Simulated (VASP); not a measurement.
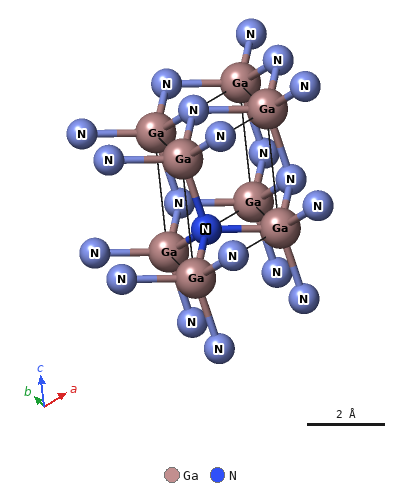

*The input geometry (ball-and-stick view of the reduced cell, seen slightly off an axis; neighbours outside the cell are drawn fainter).*

Single-point calculation of GaN (part 1 of 2)

The run: single-point calculation of GaN (2 atoms in the cell). Method and program: DFT, PBE, plane waves, PAW (VASP 6.6.1).

The structure was built on a prototype by a generator. It belongs to a series of runs on one base structure; here: strained and displaced.

## INCAR
```
ENCUT = 520.000000
SIGMA = 0.020000
EDIFF = 1.00e-07
GGA = PE
PREC = Accurate
IBRION = -1
ISIF = 2
ISMEAR = -1
NBANDS = 16
NELM = 120
NSW = 0
LASPH = .TRUE.
LCHARG = .FALSE.
LWAVE = .FALSE.
LREAL = .FALSE.
```

## KPOINTS
```
KPOINTS created by Atomic Simulation Environment
0
Gamma
8 8 8
0 0 0
```

## POSCAR
```
Ga N
 1.0000000000000000
     0.0529000000000000    2.3317000000000001    2.3327000000000000
     2.3218999999999999    0.0626000000000000    2.3230000000000000
     2.2841999999999998    2.2843000000000000    0.1003000000000000
 Ga  N
   1   1
Cartesian
  2.3405774499999996  4.5766333200000000  2.4419050600000003
  1.1627260300000000  1.1379288600000002  1.1947945599999998
```

Launched with:
```bash
mpirun -np 1 vasp_std
```

## OSZICAR
```
N       E                     dE             d eps       ncg     rms          rms(c)
DAV:   1     0.825938958266E+02    0.82594E+02   -0.92946E+03  9280   0.201E+03
DAV:   2    -0.804244035302E+01   -0.90636E+02   -0.84198E+02  9488   0.328E+02
DAV:   3    -0.140004271734E+02   -0.59580E+01   -0.59351E+01  9680   0.709E+01
DAV:   4    -0.140712962736E+02   -0.70869E-01   -0.70857E-01 10496   0.836E+00
DAV:   5    -0.140722712813E+02   -0.97501E-03   -0.97500E-03  9952   0.874E-01    0.764E+00
DAV:   6    -0.121056658213E+02    0.19666E+01   -0.50032E+00 12544   0.391E+01    0.270E+00
DAV:   7    -0.121100422922E+02   -0.43765E-02   -0.30699E-01  9112   0.673E+00    0.176E+00
DAV:   8    -0.121060290905E+02    0.40132E-02   -0.64833E-02  9208   0.320E+00    0.826E-01
DAV:   9    -0.121015803704E+02    0.44487E-02   -0.13804E-02 12528   0.255E+00    0.225E-01
DAV:  10    -0.121019883799E+02   -0.40801E-03   -0.13976E-03  9104   0.466E-01    0.116E-01
DAV:  11    -0.121019005207E+02    0.87859E-04   -0.23574E-04 12144   0.244E-01    0.859E-03
DAV:  12    -0.121019052587E+02   -0.47380E-05   -0.26263E-05  9600   0.475E-02    0.611E-03
DAV:  13    -0.121019051666E+02    0.92095E-07   -0.61456E-07 10672   0.135E-02
   1 F= -.12101905E+02 E0= -.12101905E+02  d E =-.330130E-12
```

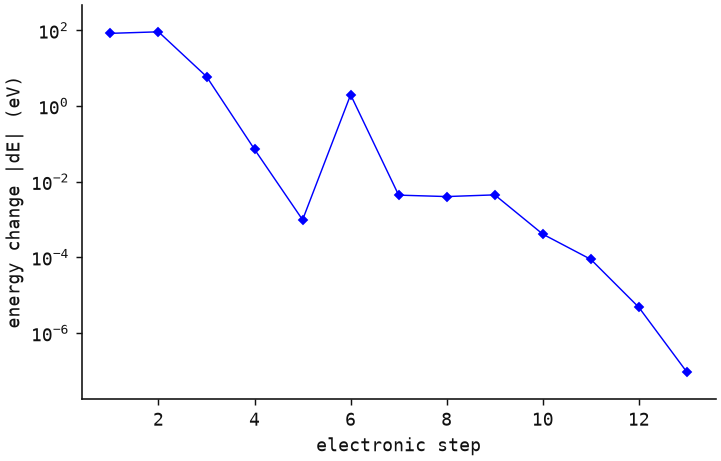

*Convergence of the self-consistent field: energy change |dE| against the electronic step.*

It takes 13 electronic steps. The density is held fixed in the first few steps, and dE rises again when its update begins.

## Parts of OUTCAR
```
k-points           NKPTS =    260   k-points in BZ     NKDIM =    260   number of bands    NBANDS=     16

   NELECT =      18.0000    total number of electrons

   dimension x,y,z NGX =    28 NGY =   24 NGZ =   24
   dimension x,y,z NGXF=    56 NGYF=   48 NGZF=   48

  energy-cutoff  :      520.00
  volume of cell :       23.59
      direct lattice vectors                 reciprocal lattice vectors
     0.052900000  2.331700000  2.332700000    -0.224697367  0.215080588  0.218794994
     2.321900000  0.062600000  2.323000000     0.215988131 -0.225668089  0.220673259
     2.284200000  2.284300000  0.100300000     0.223440876  0.224411599 -0.229382495

 k-points in reciprocal lattice and weights: KPOINTS created by Atomic Simulation Env
   0.00000000  0.00000000  0.00000000       0.002
   0.12500000  0.00000000  0.00000000       0.004
   0.25000000  0.00000000  0.00000000       0.004
   0.37500000 -0.00000000 -0.00000000       0.004
   0.50000000  0.00000000  0.00000000       0.002
   0.00000000  0.12500000 -0.00000000       0.004
   0.12500000  0.12500000 -0.00000000       0.004
   0.25000000  0.12500000  0.00000000       0.004
   0.37500000  0.12500000 -0.00000000       0.004
   0.50000000  0.12500000 -0.00000000       0.004
  -0.37500000  0.12500000  0.00000000       0.004
  -0.25000000  0.12500000  0.00000000       0.004
  -0.12500000  0.12500000  0.00000000       0.004
   0.00000000  0.25000000 -0.00000000       0.004
   0.12500000  0.25000000 -0.00000000       0.004
   0.25000000  0.25000000 -0.00000000       0.004
   0.37500000  0.25000000 -0.00000000       0.004
   0.50000000  0.25000000  0.00000000       0.004
  -0.37500000  0.25000000  0.00000000       0.004
  -0.25000000  0.25000000  0.00000000       0.004
  -0.12500000  0.25000000 -0.00000000       0.004
  -0.00000000  0.37500000 -0.00000000       0.004
   0.12500000  0.37500000 -0.00000000       0.004
   0.25000000  0.37500000  0.00000000       0.004
   0.37500000  0.37500000 -0.00000000       0.004
   0.50000000  0.37500000  0.00000000       0.004
  -0.37500000  0.37500000  0.00000000       0.004
  -0.25000000  0.37500000  0.00000000       0.004
  -0.12500000  0.37500000 -0.00000000       0.004
   0.00000000  0.50000000 -0.00000000       0.002
   0.12500000  0.50000000  0.00000000       0.004
   0.25000000  0.50000000 -0.00000000       0.004
   0.37500000  0.50000000 -0.00000000       0.004
   0.50000000  0.50000000 -0.00000000       0.002
   0.00000000  0.00000000  0.12500000       0.004
   0.12500000 -0.00000000  0.12500000       0.004
   0.25000000 -0.00000000  0.12500000       0.004
   0.37500000 -0.00000000  0.12500000       0.004
   0.50000000 -0.00000000  0.12500000       0.004
  -0.37500000  0.00000000  0.12500000       0.004
  -0.25000000 -0.00000000  0.12500000       0.004
  -0.12500000  0.00000000  0.12500000       0.004
  -0.00000000  0.12500000  0.12500000       0.004
   0.12500000  0.12500000  0.12500000       0.004
   0.25000000  0.12500000  0.12500000       0.004
   0.37500000  0.12500000  0.12500000       0.004
   0.50000000  0.12500000  0.12500000       0.004
  -0.37500000  0.12500000  0.12500000       0.004
  -0.25000000  0.12500000  0.12500000       0.004
  -0.12500000  0.12500000  0.12500000       0.004
   0.00000000  0.25000000  0.12500000       0.004
   0.12500000  0.25000000  0.12500000       0.004
   0.25000000  0.25000000  0.12500000       0.004
   0.37500000  0.25000000  0.12500000       0.004
   0.50000000  0.25000000  0.12500000       0.004
  -0.37500000  0.25000000  0.12500000       0.004
  -0.25000000  0.25000000  0.12500000       0.004
  -0.12500000  0.25000000  0.12500000       0.004
  -0.00000000  0.37500000  0.12500000       0.004
   0.12500000  0.37500000  0.12500000       0.004
   0.25000000  0.37500000  0.12500000       0.004
   0.37500000  0.37500000  0.12500000       0.004
   0.50000000  0.37500000  0.12500000       0.004
  -0.37500000  0.37500000  0.12500000       0.004
  -0.25000000  0.37500000  0.12500000       0.004
  -0.12500000  0.37500000  0.12500000       0.004
  -0.00000000  0.50000000  0.12500000       0.004
   0.12500000  0.50000000  0.12500000       0.004
   0.25000000  0.50000000  0.12500000       0.004
   0.37500000  0.50000000  0.12500000       0.004
   0.50000000  0.50000000  0.12500000       0.004
  -0.37500000  0.50000000  0.12500000       0.004
  -0.25000000  0.50000000  0.12500000       0.004
  -0.12500000  0.50000000  0.12500000       0.004
   0.00000000 -0.37500000  0.12500000       0.004
   0.12500000 -0.37500000  0.12500000       0.004
   0.25000000 -0.37500000  0.12500000       0.004
   0.37500000 -0.37500000  0.12500000       0.004
   0.50000000 -0.37500000  0.12500000       0.004
  -0.37500000 -0.37500000  0.12500000       0.004
  -0.25000000 -0.37500000  0.12500000       0.004
  -0.12500000 -0.37500000  0.12500000       0.004
   0.00000000 -0.25000000  0.12500000       0.004
   0.12500000 -0.25000000  0.12500000       0.004
   0.25000000 -0.25000000  0.12500000       0.004
   0.37500000 -0.25000000  0.12500000       0.004
   0.50000000 -0.25000000  0.12500000       0.004
  -0.37500000 -0.25000000  0.12500000       0.004
  -0.25000000 -0.25000000  0.12500000       0.004
  -0.12500000 -0.25000000  0.12500000       0.004
   0.00000000 -0.12500000  0.12500000       0.004
   0.12500000 -0.12500000  0.12500000       0.004
   0.25000000 -0.12500000  0.12500000       0.004
   0.37500000 -0.12500000  0.12500000       0.004
   0.50000000 -0.12500000  0.12500000       0.004
  -0.37500000 -0.12500000  0.12500000       0.004
  -0.25000000 -0.12500000  0.12500000       0.004
  -0.12500000 -0.12500000  0.12500000       0.004
   0.00000000  0.00000000  0.25000000       0.004
   0.12500000 -0.00000000  0.25000000       0.004
   0.25000000 -0.00000000  0.25000000       0.004
   0.37500000 -0.00000000  0.25000000       0.004
   0.50000000 -0.00000000  0.25000000       0.004
  -0.37500000  0.00000000  0.25000000       0.004
  -0.25000000  0.00000000  0.25000000       0.004
  -0.12500000  0.00000000  0.25000000       0.004
   0.00000000  0.12500000  0.25000000       0.004
   0.12500000  0.12500000  0.25000000       0.004
   0.25000000  0.12500000  0.25000000       0.004
   0.37500000  0.12500000  0.25000000       0.004
   0.50000000  0.12500000  0.25000000       0.004
  -0.37500000  0.12500000  0.25000000       0.004
  -0.25000000  0.12500000  0.25000000       0.004
  -0.12500000  0.12500000  0.25000000       0.004
  -0.00000000  0.25000000  0.25000000       0.004
   0.12500000  0.25000000  0.25000000       0.004
   0.25000000  0.25000000  0.25000000       0.004
   0.37500000  0.25000000  0.25000000       0.004
   0.50000000  0.25000000  0.25000000       0.004
  -0.37500000  0.25000000  0.25000000       0.004
  -0.25000000  0.25000000  0.25000000       0.004
  -0.12500000  0.25000000  0.25000000       0.004
  -0.00000000  0.37500000  0.25000000       0.004
   0.12500000  0.37500000  0.25000000       0.004
   0.25000000  0.37500000  0.25000000       0.004
   0.37500000  0.37500000  0.25000000       0.004
   0.50000000  0.37500000  0.25000000       0.004
  -0.37500000  0.37500000  0.25000000       0.004
  -0.25000000  0.37500000  0.25000000       0.004
  -0.12500000  0.37500000  0.25000000       0.004
   0.00000000  0.50000000  0.25000000       0.004
   0.12500000  0.50000000  0.25000000       0.004
   0.25000000  0.50000000  0.25000000       0.004
   0.37500000  0.50000000  0.25000000       0.004
   0.50000000  0.50000000  0.25000000       0.004
  -0.37500000  0.50000000  0.25000000       0.004
  -0.25000000  0.50000000  0.25000000       0.004
  -0.12500000  0.50000000  0.25000000       0.004
   0.00000000 -0.37500000  0.25000000       0.004
   0.12500000 -0.37500000  0.25000000       0.004
   0.25000000 -0.37500000  0.25000000       0.004
   0.37500000 -0.37500000  0.25000000       0.004
   0.50000000 -0.37500000  0.25000000       0.004
  -0.37500000 -0.37500000  0.25000000       0.004
  -0.25000000 -0.37500000  0.25000000       0.004
  -0.12500000 -0.37500000  0.25000000       0.004
   0.00000000 -0.25000000  0.25000000       0.004
   0.12500000 -0.25000000  0.25000000       0.004
   0.25000000 -0.25000000  0.25000000       0.004
   0.37500000 -0.25000000  0.25000000       0.004
   0.50000000 -0.25000000  0.25000000       0.004
  -0.37500000 -0.25000000  0.25000000       0.004
  -0.25000000 -0.25000000  0.25000000       0.004
  -0.12500000 -0.25000000  0.25000000       0.004
  -0.00000000 -0.12500000  0.25000000       0.004
   0.12500000 -0.12500000  0.25000000       0.004
   0.25000000 -0.12500000  0.25000000       0.004
   0.37500000 -0.12500000  0.25000000       0.004
   0.50000000 -0.12500000  0.25000000       0.004
  -0.37500000 -0.12500000  0.25000000       0.004
  -0.25000000 -0.12500000  0.25000000       0.004
  -0.12500000 -0.12500000  0.25000000       0.004
   0.00000000  0.00000000  0.37500000       0.004
   0.12500000 -0.00000000  0.37500000       0.004
   0.25000000  0.00000000  0.37500000       0.004
   0.37500000 -0.00000000  0.37500000       0.004
   0.50000000 -0.00000000  0.37500000       0.004
  -0.37500000  0.00000000  0.37500000       0.004
  -0.25000000 -0.00000000  0.37500000       0.004
  -0.12500000 -0.00000000  0.37500000       0.004
   0.00000000  0.12500000  0.37500000       0.004
   0.12500000  0.12500000  0.37500000       0.004
   0.25000000  0.12500000  0.37500000       0.004
   0.37500000  0.12500000  0.37500000       0.004
   0.50000000  0.12500000  0.37500000       0.004
  -0.37500000  0.12500000  0.37500000       0.004
  -0.25000000  0.12500000  0.37500000       0.004
  -0.12500000  0.12500000  0.37500000       0.004
   0.00000000  0.25000000  0.37500000       0.004
   0.12500000  0.25000000  0.37500000       0.004
   0.25000000  0.25000000  0.37500000       0.004
   0.37500000  0.25000000  0.37500000       0.004
   0.50000000  0.25000000  0.37500000       0.004
  -0.37500000  0.25000000  0.37500000       0.004
  -0.25000000  0.25000000  0.37500000       0.004
  -0.12500000  0.25000000  0.37500000       0.004
   0.00000000  0.37500000  0.37500000       0.004
   0.12500000  0.37500000  0.37500000       0.004
```
